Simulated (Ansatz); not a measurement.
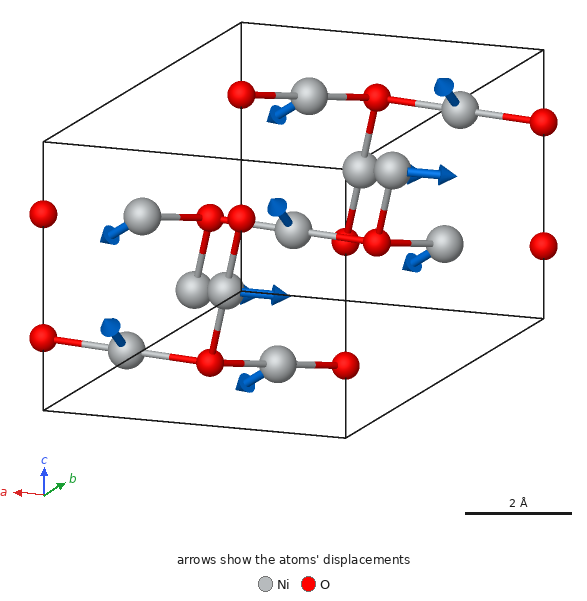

The lowest optical mode of solid Ni3O2 (a generated structure), space group R-3m (No. 166), at the zone centre. Displacements are drawn as blue arrows; their common scale and sign are arbitrary. Style: ball-and-stick. Shown: the conventional cell (3 times the calculation's cell), from a free direction. Lengths and directions refer to the drawn axes.

The calculation used DFT PBE, scalar-relativistic, plane waves, PAW in Ansatz 0.2.0. Set-up: plane-wave cutoff 420 eV; k-point mesh 12 × 12 × 12; occupations fermi dirac; smearing width 0.15 eV; no spin polarisation.

The frequencies depend somewhat on the k-mesh and the smearing.

Is this crystal at a minimum with respect to the drawn distortion?

Yes: this softest mode has a real frequency, and so have all others here. That speaks for this wave vector alone: the rest of the zone wasn't checked in this run. This is the A₁u mode at 148 cm⁻¹, the lowest optical level, silent by symmetry (neither infrared- nor Raman-active). The O atoms stay at rest; atoms of one kind move against one another, with no net shift of their sublattice; the Ni–O bond lengths don't change to first order, so for these it is a bending, tilting or sliding motion.
